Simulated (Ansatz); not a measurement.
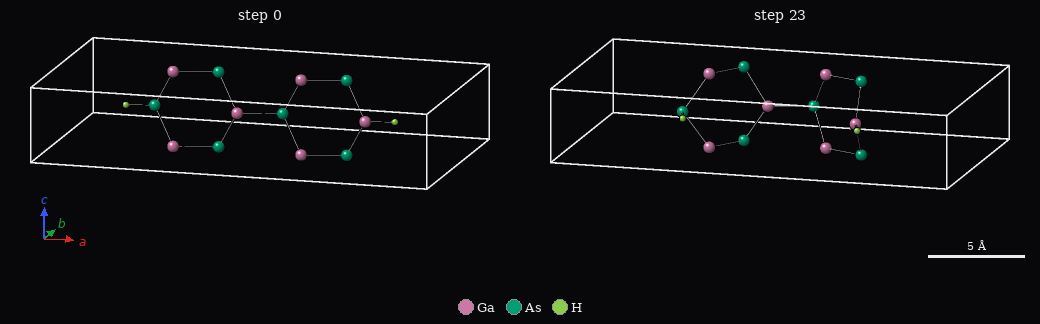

The structure of a wire of composition Ga2As2H before (left) and after (right) a relaxation, at one scale.

The picture is a ball-and-stick view of the cell of the calculation, with the vacuum cut short, seen slightly off an axis.

Case: zigzag ribbon, 4 formula units a period, edges capped with H, edge spins parallel.

Theory: Ansatz 0.2.0, DFT PBE, scalar-relativistic, plane waves, PAW.

Input file:
```yaml
crystal:
  lattice:
    - [23.7, 0.0, 0.0]
    - [0.0, 9.9, 0.0]
    - [0.0, 0.0, 4.0437978329]
  atoms:
    - { symbol: Ga, position: [0.3019561002, 0.4707564456, 1.0] }
    - { symbol: Ga, position: [0.4497211488, 0.4707564456, 0.5] }
    - { symbol: Ga, position: [0.5974861974, 0.4707564456, 0.0] }
    - { symbol: Ga, position: [0.7452512459, 0.4707564456, 0.5], spin: 1.0 }
    - { symbol: As, position: [0.252701084, 0.5292435544, 0.5], spin: 1.0 }
    - { symbol: As, position: [0.4004661326, 0.5292435544, 1.0] }
    - { symbol: As, position: [0.5482311812, 0.5292435544, 0.5] }
    - { symbol: As, position: [0.6959962297, 0.5292435544, 0.0] }
    - { symbol: H, position: [0.8095480857, 0.5089305907, 0.5] }
    - { symbol: H, position: [0.1904519143, 0.4922851464, 0.5] }
basis:
  ecutwfc: 420
kpoints:
  mp_grid: { grid: [1, 1, 13] }
hamiltonian:
  xc: pbe
scf:
  occupations: { method: gaussian, width: 0.05 }
output:
  forces: true
  stress: true
  eigenvalues: true
  populations: true
  write_density: true
  write_potential: true
  elf: true
  volumetric_format: npy
magnetization:
  spin_polarized: true
relax:
  adjacent_minimum: "off"
  f_tol: 0.02
  max_steps: 45
  cell: { fix: [a, b, alpha, beta, gamma], stress_tol: 0.03 }
```

Launched with:
```bash
ansatz run input.yaml --threads 4 --pin off --max-ram 11264MiB --backend cpu --events-out ev --progress --plain --runs-dir out
```

**Describe what moved and what it gained.**

The run was cut off at its time limit before the relaxation converged, so the last structure is only a point on the way. The largest moves relative to the centre of the atoms, 3.57 Å, are those of H9 and H10. By element the largest moves are H 3.57 Å, As 1.98 Å, Ga 1.86 Å. Along the periodic axis the drawn cell goes c 4.044 → 3.976 Å (−1.7 %). Near-neighbour distances that change, for instance: Ga1–As5 2.405 → 2.444 Å, As5–H10 1.520 → 1.534 Å, Ga1–As6 2.405 → 2.415 Å, Ga4–H9 1.570 → 1.565 Å. Among the angles between lasting bonds that change: Ga1–As5–H10 114.4° → 96.5°, Ga1–As6–Ga2 114.4° → 103.8°, Ga3–As8–Ga4 114.4° → 104.8°. After 22 accepted moves (23 points after the start) the energy has fallen by 0.724 eV per cell of the calculation. Largest force component: 0.61 eV/Å at the start, 0.096 eV/Å at the end. The line search rejected the trial step at point 6 of the run. The program noted that the starting moments weren't kept.
